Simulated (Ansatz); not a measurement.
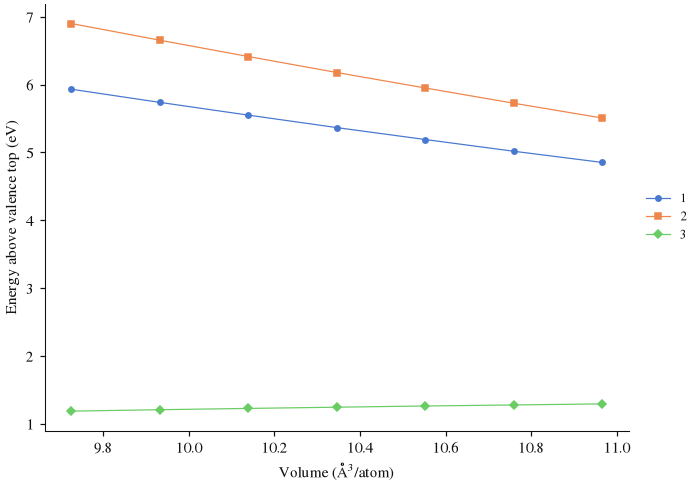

Lowest conduction level at each named k point, counted from the valence-band top at Γ. The curves are numbered.

System: zincblende SiC, space group F-43m, 2 atoms in the primitive cell. The cell is scaled uniformly. Computed with Ansatz 0.2.0: PBEsol, all-electron LAPW, no spin polarisation, no spin-orbit coupling, 10×10×10 k mesh, Fermi-Dirac smearing of 0.05 eV.

### Which curve belongs to which k point: L, X and Γ?

1 is L; 2 is Γ; 3 is X. X rises by 0.10 eV, L falls by 1.08 eV and Γ falls by 1.39 eV.

### Which of these conduction levels is lowest, and does that change?

The lowest is the one at X, over the whole range, so among these points the gap stays indirect.

LDA, GGA and most meta-GGA functionals understate gaps.
